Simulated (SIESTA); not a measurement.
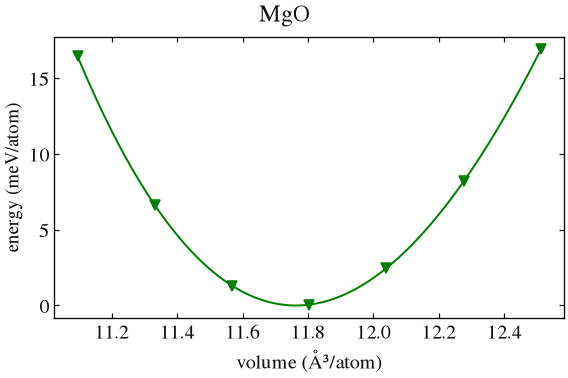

The plot gives the computed energy against volume for MgO, space group P6_3mc (No. 186).

Cell as given: a = 3.308 Å, b = 3.308 Å, c = 4.983 Å, α = 90.00°, β = 90.00°, γ = 120.00°; 4 atoms.

Method: DFT in numerical atomic orbitals with pseudopotentials, no spin polarisation; energies at scaled volumes of the given cell, shape and fractions fixed, counted from the fit's minimum, third-order Birch-Murnaghan fit (SIESTA 5.4.2). Level: LDA.

- k mesh: 9×9×6
- occupations: Fermi–Dirac
- smearing width: 0.05 eV
- potentials: PseudoDojo 0.4 standard, converted to PSML, two zetas on semicore shells
- program settings: basis DZP, mesh cutoff 800 Ry

This calculation gives: equilibrium volume 11.76 Å³/atom and bulk modulus 126 GPa.

Now the level changes from LDA to PBEsol. Predict the effect.

The equilibrium volume rises from 11.76 to 12.16 Å³/atom (+3.4 %) and the bulk modulus falls from 126 to 118 GPa (−6.3 %).

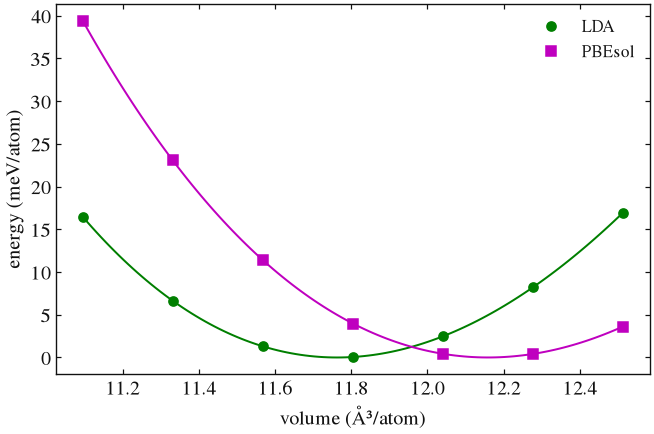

The two results together.

For both, limits of the calculation: mulliken charges of long orbitals; shape and atomic fractions are frozen while scaling, which makes layered, chain and framework solids too stiff.

V0 and the bulk modulus come from third-order Birch–Murnaghan fits.
